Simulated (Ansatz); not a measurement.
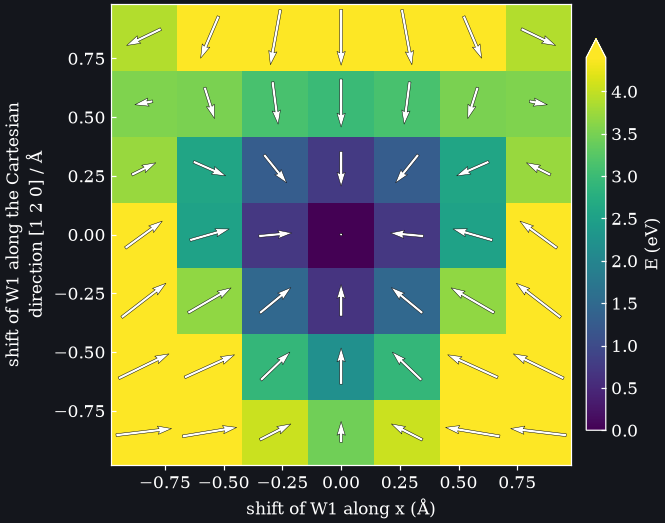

Energy landscape of WSe₂ (P6_3/mmc, No. 194; 6 atoms in the cell). 
- One atom moved over a plane, all else fixed (x along [1 0 0], y along [1 2 0], z along [0 0 1] of the conventional cell).
- The first coordinate is: shift of W1 along x; the second: shift of W1 along the Cartesian direction [1 2 0].
- Nothing is relaxed (all other atoms fixed).
- The scan uses a 7 × 7 grid; 28 points were computed and 21 follow by symmetry.
- Points are written as (first, second).
- Energies: eV per cell, counted from the lowest grid point.
- The band gap closes in part of the range.
- Level of theory: DFT PBE+D3(BJ), scalar-relativistic, plane waves, PAW (Ansatz). Settings: cutoff 420 eV, k-mesh 9×9×2 in the order of the run's cell vectors, gaussian smearing 0.05 eV, no spin polarisation.

In the figure: one coloured cell a grid point, arrows along the force (downhill), their lengths compressed, one colour for all values above the top of the scale. 

Where are the wells?

Answer. The lowest grid point is at (0.00 Å, 0.00 Å). It is the only kind of minimum in the scanned range. The highest grid point, (−0.84 Å, −0.84 Å), lies 11.6 eV above the lowest. Near the minimum the well is nearly round, with a curvature of about 19 eV/Å².

Grid values (eV):

```tsv
second ↓, first →	−0.84	−0.56	−0.28	0.00	0.28	0.56	0.84
0.84	3.9	5.3	6.2	6.6	6.2	5.3	3.9
0.56	3.5	3.5	3.1	3.0	3.1	3.5	3.5
0.28	3.7	2.6	1.3	0.7	1.3	2.6	3.7
0.00	4.6	2.5	0.7	0.0	0.7	2.5	4.6
−0.28	6.9	3.7	1.5	0.7	1.5	3.7	6.9
−0.56	9.8	5.3	2.9	2.2	2.9	5.3	9.8
−0.84	11.6	6.5	4.0	3.4	4.0	6.5	11.6
```

Each point was launched as `ansatz run input.yaml --threads 2 --pin off --max-ram 4096MiB --backend cpu --events-out ev --progress --plain --runs-dir out`. The whole map (28 points run) took 25 min on 2 threads of Arm Neoverse N1 (shared host).

PAW datasets: the set soft_1.
